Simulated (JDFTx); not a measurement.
**Field calculation of Sn**

Sn (slab, 4 atoms in the cell), computed with Kohn-Sham DFT of a periodic cell, revPBE, PseudoDojo-SR-PBE-0.5-standard, no spin polarisation (JDFTx 1.7.0 (patched build)).

The structure derives from an entry of the Crystallography Open Database.

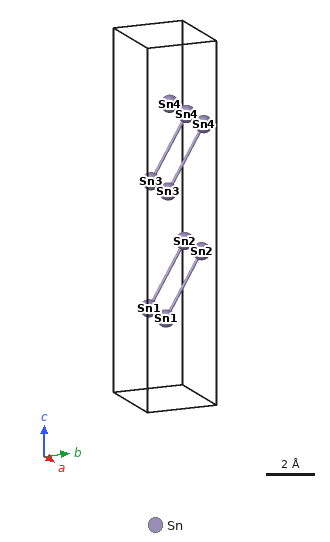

The structure as given in the input (ball-and-stick view of the 2 × 1 repeat of the cell, with the vacuum cut short, seen slightly off an axis; atoms are numbered from 1 in the order of the input). An atom can appear more than once, as a periodic image. Near neighbours in the periodic cell (some may lie outside the picture): Sn has 3 Sn at 3.18 Å; Sn has 4 Sn at 3.18 Å.

The input:
```
lattice \
    6.0121636655    -3.0060818327     0.0000000000 \
    0.0000000000     6.2764801729     0.0000000000 \
    0.0000000000     0.0000000000    44.1791446128
coords-type Lattice
ion Sn     0.2293872503     0.4587745005     0.3208062551 0
ion Sn     0.4587745005     0.9175490010     0.4402687517 0
ion Sn     0.6881617508     0.3763235016     0.5597312483 1
ion Sn     0.9175490010     0.8350980021     0.6791937449 1

ion-species pseudo/Sn.upf
elec-cutoff 36
elec-ex-corr gga-x-pbe-r gga-c-pbe
kpoint-folding 4 4 1
elec-smearing Fermi 0.0018374661
elec-n-bands 37
electronic-SCF nIterations 100 energyDiffThreshold 1e-08
electronic-minimize nIterations 30 energyDiffThreshold 1e-7
coulomb-interaction Slab 001
coulomb-truncation-embed 0.000000 0.000000 0.500000
electric-field 0 0 -0.00194469
converge-empty-states yes
forces-output-coords Cartesian

dump-name run.$VAR
dump End Ecomponents EigStats BandEigs Kpoints Forces Dipole
```

Run as:
```bash
jdftx -c 1 -i Sn.in -o Sn.out
```

The program's output:
```
*************** JDFTx 1.7.0 (patched build) ***************

Input parsed successfully to the following command list (including defaults):
[... the input with its defaults ...]

---------- Setting up symmetries ----------

Found 8 point-group symmetries of the bravais lattice
Found 2 space-group symmetries with basis
reduced to 2 space-group symmetries with electric field
Applied RMS atom displacement 2.12562e-10 bohrs to make symmetries exact.

---------- Initializing the Grid ----------
R =
[      6.01216     -3.00608            0  ]
[            0      6.27648            0  ]
[            0            0      44.1791  ]
unit cell volume = 1667.11
G =
[    1.04508   0.500534         -0  ]
[          0    1.00107          0  ]
[          0         -0   0.142221  ]
Minimum fftbox size, Smin = [  36  40  240  ]
Chosen fftbox size, S = [  40  40  240  ]

---------- Exchange Correlation functional ----------
Initialized LibXC exchange functional 'Revised PBE from Zhang & Yang'
Initialized LibXC correlation functional 'Perdew, Burke & Ernzerhof'

---------- Setting up pseudopotentials ----------
Width of ionic core gaussian charges (only for fluid interactions / plotting) set to 0

Reading pseudopotential file 'pseudo/Sn.upf':
  'Sn' pseudopotential, 'PBE' functional
  Generated using ONCVPSP code by D. R. Hamann
  14 valence electrons, 3 orbitals, 6 projectors, 1001 radial grid points, with lMax = 2
    4D    l: 2   occupation: 10.0   eigenvalue: -0.949566
    5S    l: 0   occupation:  2.0   eigenvalue: -0.387678
    5P    l: 1   occupation:  2.0   eigenvalue: -0.135764
  Core radius for overlap checks: 2.33 bohrs.

Initialized 1 species with 4 total atoms.

Folded 1 k-points by 4x4x1 to 16 k-points.

---------- Setting up k-points, bands, fillings ----------
Adding inversion symmetry to k-mesh for non-inversion-symmetric unit cell.
Reduced to 7 k-points under symmetry.
Computing the number of bands and number of electrons
Calculating initial fillings.
nElectrons:  56.000000   nBands: 37   nStates: 7

----- Setting up reduced wavefunction bases (one per k-point) -----
average nbasis = 17203.312 , ideal nbasis = 17199.349

---------- Setting up coulomb interaction ----------
Setting up double-sized grid for truncated Coulomb potentials:
R =
[      6.01216     -3.00608            0  ]
[            0      6.27648            0  ]
[            0            0      88.3583  ]
unit cell volume = 3334.22
G =
[    1.04508   0.500534         -0  ]
[          0    1.00107          0  ]
[          0         -0  0.0711103  ]
Chosen fftbox size, S = [  40  40  480  ]
Integer grid location selected as the embedding center:
   Grid: [  0  0  120  ]
   Lattice: [  0  0  0.5  ]
   Cartesian: [  0  0  22.0896  ]
Constructing Wigner-Seitz cell: 8 faces (6 quadrilaterals, 2 hexagons)
Range-separation parameter for embedded mesh potentials due to point charges: 0.541269 bohrs.
Initialized slab truncation along lattice direction 001

---------- Setting up 2D ewald sum ----------
Optimum gaussian width for ewald sums = 3.664596 bohr.
Real space sums over 255 unit cells with max indices [  8  7  0  ]
Reciprocal space sums over 81 terms with max indices [  4  4  0  ]

---------- Allocating electronic variables ----------
Initializing wave functions:  linear combination of atomic orbitals
Note: number of bands (37) exceeds available atomic orbitals (36)
Sn pseudo-atom occupations:   s ( 2 )  p ( 2 )  d ( 10 )
	FillingsUpdate:  mu: -0.249663545  nElectrons: 56.000000
LCAOMinimize: Iter:   0  F: -270.4996463141876575  |grad|_K:  3.907e-02  alpha:  1.000e+00
LCAOMinimize: 	Step increased F by 1.383401e+00, reducing alpha to 8.753230e-03.
	FillingsUpdate:  mu: -0.250067115  nElectrons: 56.000000
LCAOMinimize: Iter:   1  F: -270.6015342750788477  |grad|_K:  2.415e-02  alpha:  8.753e-03  linmin: -1.903e-01  cgtest:  1.024e+00
[... 22 lines of inner loops ...]
LCAOMinimize: 	Predicted alpha/alphaT>3.000000, increasing alphaT to 2.478853e-01.
	FillingsUpdate:  mu: -0.187303690  nElectrons: 56.000000
LCAOMinimize: Iter:  10  F: -270.6702505608048455  |grad|_K:  9.157e-06  alpha:  3.112e-01  linmin:  1.491e-04  cgtest: -4.217e-03
LCAOMinimize: Converged (|Delta F|<1.000000e-06 for 2 iters).

-------- Electronic minimization -----------
Will mix electronic density at each iteration.
	FillingsUpdate:  mu: -0.187303690  nElectrons: 56.000000
	FillingsUpdate:  mu: -0.200568734  nElectrons: 56.000000
SCF: Cycle:  0   F: -270.731184636464889   dF: -6.093e-02   |Residual|: 3.639e-02   |deigs|: 5.311e-02
	FillingsUpdate:  mu: -0.200069555  nElectrons: 56.000000
SCF: Cycle:  1   F: -270.741034701194167   dF: -9.850e-03   |Residual|: 2.217e-02   |deigs|: 3.302e-03
	FillingsUpdate:  mu: -0.197887768  nElectrons: 56.000000
SCF: Cycle:  2   F: -270.747586776131584   dF: -6.552e-03   |Residual|: 8.914e-03   |deigs|: 2.028e-03
	FillingsUpdate:  mu: -0.195659255  nElectrons: 56.000000
SCF: Cycle:  3   F: -270.748725096533917   dF: -1.138e-03   |Residual|: 6.019e-03   |deigs|: 2.545e-03
	FillingsUpdate:  mu: -0.192685321  nElectrons: 56.000000
SCF: Cycle:  4   F: -270.749409355990394   dF: -6.843e-04   |Residual|: 4.743e-03   |deigs|: 3.384e-03
	FillingsUpdate:  mu: -0.189017124  nElectrons: 56.000000
SCF: Cycle:  5   F: -270.749666852513599   dF: -2.575e-04   |Residual|: 3.464e-03   |deigs|: 4.140e-03
	FillingsUpdate:  mu: -0.185697983  nElectrons: 56.000000
SCF: Cycle:  6   F: -270.749807873213513   dF: -1.410e-04   |Residual|: 2.548e-03   |deigs|: 3.249e-03
	FillingsUpdate:  mu: -0.180901455  nElectrons: 56.000000
SCF: Cycle:  7   F: -270.749818249102020   dF: -1.038e-05   |Residual|: 2.002e-03   |deigs|: 4.821e-03
	FillingsUpdate:  mu: -0.176095468  nElectrons: 56.000000
SCF: Cycle:  8   F: -270.749820072597345   dF: -1.823e-06   |Residual|: 1.882e-03   |deigs|: 4.966e-03
	FillingsUpdate:  mu: -0.166970400  nElectrons: 56.000000
SCF: Cycle:  9   F: -270.749866132905879   dF: -4.606e-05   |Residual|: 1.521e-03   |deigs|: 9.082e-03
	FillingsUpdate:  mu: -0.160997956  nElectrons: 56.000000
SCF: Cycle: 10   F: -270.749889856775496   dF: -2.372e-05   |Residual|: 1.177e-03   |deigs|: 5.952e-03
	FillingsUpdate:  mu: -0.154476677  nElectrons: 56.000000
SCF: Cycle: 11   F: -270.749895658432024   dF: -5.802e-06   |Residual|: 7.268e-04   |deigs|: 6.565e-03
	FillingsUpdate:  mu: -0.154452604  nElectrons: 56.000000
SCF: Cycle: 12   F: -270.749891917890068   dF: +3.741e-06   |Residual|: 5.377e-04   |deigs|: 8.403e-05
	FillingsUpdate:  mu: -0.154069268  nElectrons: 56.000000
SCF: Cycle: 13   F: -270.749889622749777   dF: +2.295e-06   |Residual|: 4.782e-04   |deigs|: 3.825e-04
	FillingsUpdate:  mu: -0.153998936  nElectrons: 56.000000
SCF: Cycle: 14   F: -270.749889132941973   dF: +4.898e-07   |Residual|: 4.136e-04   |deigs|: 1.198e-04
	FillingsUpdate:  mu: -0.153007512  nElectrons: 56.000000
SCF: Cycle: 15   F: -270.749892413302632   dF: -3.280e-06   |Residual|: 3.099e-04   |deigs|: 1.003e-03
	FillingsUpdate:  mu: -0.151443088  nElectrons: 56.000000
SCF: Cycle: 16   F: -270.749898904580050   dF: -6.491e-06   |Residual|: 2.283e-04   |deigs|: 1.659e-03
	FillingsUpdate:  mu: -0.151556103  nElectrons: 56.000000
SCF: Cycle: 17   F: -270.749902698193750   dF: -3.794e-06   |Residual|: 1.697e-04   |deigs|: 1.842e-04
	FillingsUpdate:  mu: -0.151301879  nElectrons: 56.000000
SCF: Cycle: 18   F: -270.749903590365307   dF: -8.922e-07   |Residual|: 9.991e-05   |deigs|: 3.118e-04
	FillingsUpdate:  mu: -0.151147260  nElectrons: 56.000000
SCF: Cycle: 19   F: -270.749904001120569   dF: -4.108e-07   |Residual|: 4.254e-05   |deigs|: 2.496e-04
	FillingsUpdate:  mu: -0.151155458  nElectrons: 56.000000
SCF: Cycle: 20   F: -270.749904047114512   dF: -4.599e-08   |Residual|: 2.600e-05   |deigs|: 1.187e-04
	FillingsUpdate:  mu: -0.151137597  nElectrons: 56.000000
SCF: Cycle: 21   F: -270.749904060218512   dF: -1.310e-08   |Residual|: 1.356e-05   |deigs|: 1.289e-04
	FillingsUpdate:  mu: -0.151117863  nElectrons: 56.000000
SCF: Cycle: 22   F: -270.749904062140502   dF: -1.922e-09   |Residual|: 6.344e-06   |deigs|: 1.918e-04
	FillingsUpdate:  mu: -0.151107905  nElectrons: 56.000000
SCF: Cycle: 23   F: -270.749904062381404   dF: -2.409e-10   |Residual|: 3.804e-06   |deigs|: 3.087e-05
SCF: Converged (|Delta E|<1.000000e-08 for 2 iters).

Setting wave functions to eigenvectors of Hamiltonian
Converging empty states (this may take a while): |deigs|: 9.585e-05

# Ionic positions in lattice coordinates:
ion Sn   0.229387250250000   0.458774500500000   0.320806255100000 0
ion Sn   0.458774500500000   0.917549001000000   0.440268751700000 0
ion Sn   0.688161750800000   0.376323501600000   0.559731248300000 1
ion Sn   0.917549001050000   0.835098002100000   0.679193744900000 1

# Forces in Cartesian coordinates:
force Sn   0.000000000000000  -0.002559567486830   0.005495719607342 0
force Sn   0.000000000000000  -0.000725018425657  -0.012662294830582 0
force Sn   0.000000000000000   0.000747574683191   0.012591655377226 1
force Sn   0.000000000000000   0.002527051130913  -0.005542669216411 1

# Energy components:
   Eewald =    -1972.8040448178239785
Eexternal =       -0.0002541362399861
       EH =    -1738.2015865543869495
     Eloc =     3385.5045762773984279
      Enl =      -89.5581178086540604
      Exc =      -88.1875127504579410
 Exc_core =       44.5801453841925408
       KE =      187.9173091707383207
-------------------------------------
     Etot =     -270.7494852352334647
       TS =        0.0004188271479173
-------------------------------------
        F =     -270.7499040623814039

IonicMinimize: Iter:   0  F: -270.749904062381404  |grad|_K:  5.719e-03
IonicMinimize: None of the convergence criteria satisfied after 0 iterations.

#--- Lowdin population analysis ---
# oxidation-state Sn +0.027 +0.023 +0.021 +0.040

Dumping 'run.eigStats' ...
	eMin: -0.948703 at state 2 ( [ +0.000000 +0.500000 +0.000000 ] spin 0 )
	HOMO: -0.157087 at state 4 ( [ +0.250000 +0.250000 +0.000000 ] spin 0 )
	mu  : -0.151086
	LUMO: -0.148213 at state 2 ( [ +0.000000 +0.500000 +0.000000 ] spin 0 )
	eMax: +0.110767 at state 0 ( [ +0.000000 +0.000000 +0.000000 ] spin 0 )
	HOMO-LUMO gap: +0.008874
	Optical gap  : +0.029210 at state 6 ( [ +0.500000 +0.250000 +0.000000 ] spin 0 )
Done!
```

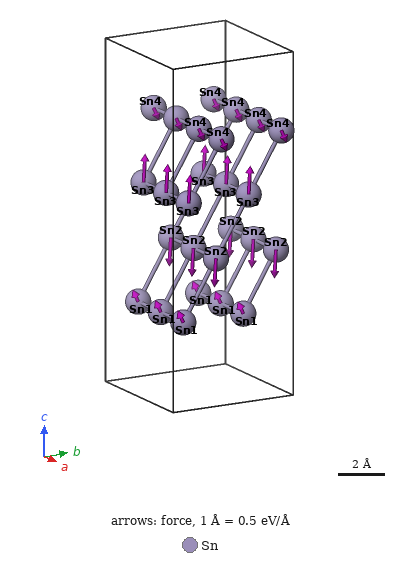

Forces on the atoms as pink arrows (ball-and-stick view of the 3 × 2 repeat of the cell, with the vacuum cut short, seen slightly off an axis; atoms are numbered from 1 in the order of the input). The largest act on Sn2, Sn3 (0.65 eV/Å); Sn1, Sn4 (0.31 eV/Å). 

Summary:

```json
{"quantity": "outcome", "value": "converged"}
{"quantity": "electrons treated", "value": "56"}
{"quantity": "free energy", "value": "−7367.4802 eV"}
{"quantity": "Fermi energy", "value": "−4.112 eV"}
{"quantity": "gap on the k-point mesh", "value": "none (metallic)"}
{"quantity": "largest force (length of the vector)", "value": "0.652 eV/Å"}
{"quantity": "dipole moment", "value": "0.33 D"}
{"quantity": "hardware", "value": "1 thread of Arm Neoverse V1, 24 GiB of memory available, shared host"}
{"quantity": "wall time", "value": "7.4 min"}
{"quantity": "peak memory", "value": "0.29 GiB"}
```

Notes:

Points of doubt noted for this run: coarse mesh; forces on coarse density grid; slab dipole by some per cent. The k-point mesh is coarse for a cell of this size, so the results may not be converged.
